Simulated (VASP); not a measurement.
**Ru (slab): density, localisation and related maps**

Input file:

```
PREC = Accurate ; ENCUT = 520
EDIFF = 1E-7 ; ISMEAR = 0
SIGMA = 0.1 ; LREAL = False
LASPH = True ; NELM = 100
ALGO = Normal ; ISIF = 2
LWAVE = False ; LCHARG = True
LDIPOL = True ; IDIPOL = 3
DIPOL = 0.5 0.5 0.499 ; GGA = PS
LELF = True ; LVHAR = True
LVACPOTAV = True ; NBANDS = 36
```

Run with:

```sh
cat potpaw_PBE.64/Ru_pv/POTCAR > POTCAR
mpirun -np 1 vasp_std > vasp.out
```

Not relaxed (largest force 0.7 eV/Å).

Computed with Kohn-Sham DFT of a periodic cell, PBEsol, VASP PAW PBE potentials, recommended (VASP).

In a PAW calculation such maps are meaningful between the atoms, not at the nuclei.

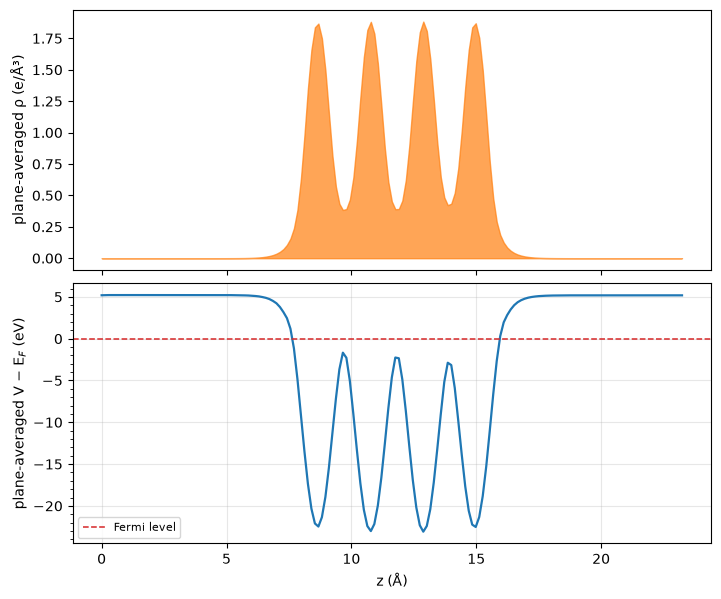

Figure 1. Plane average of the electrostatic potential energy of an electron and of the valence pseudo-density across the slab.

**How far above the Fermi level of the calculation is the vacuum level?**

5.2 eV.

**What are the slab's thickness and the vacuum gap?**

The outermost nuclei are 6.3 Å apart, in 4 atomic planes; the vacuum between periodic images is 17.1 Å wide.

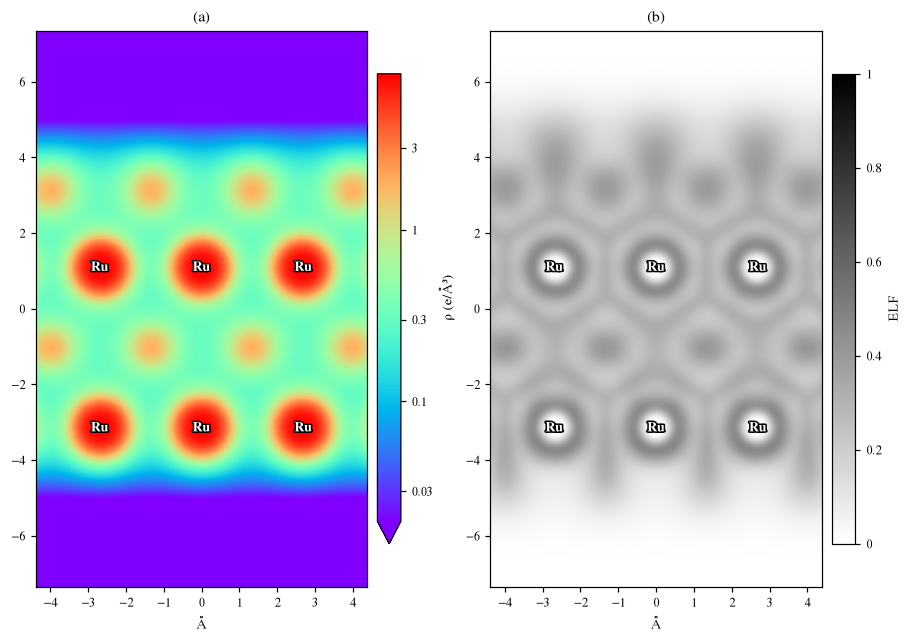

Figure 2. (a) valence pseudo-density; (b) ELF on the (010) plane of the calculation cell, a cut from vacuum to vacuum.

**What do the fields say about this system?**

Atoms in the plane: Ru.
Atoms just off the plane (Ru, 0.8 Å away) can leave unmarked features too.
Ru–Ru (2.69 Å): the density is about 0.4 e/Å³ at the midpoint; the ELF is about 0.30 at the midpoint.
The density dies away to nearly zero in the vacuum.
The features right at Ru lie inside the PAW spheres, where the map follows smoothed inner orbitals and isn't to be read closely.
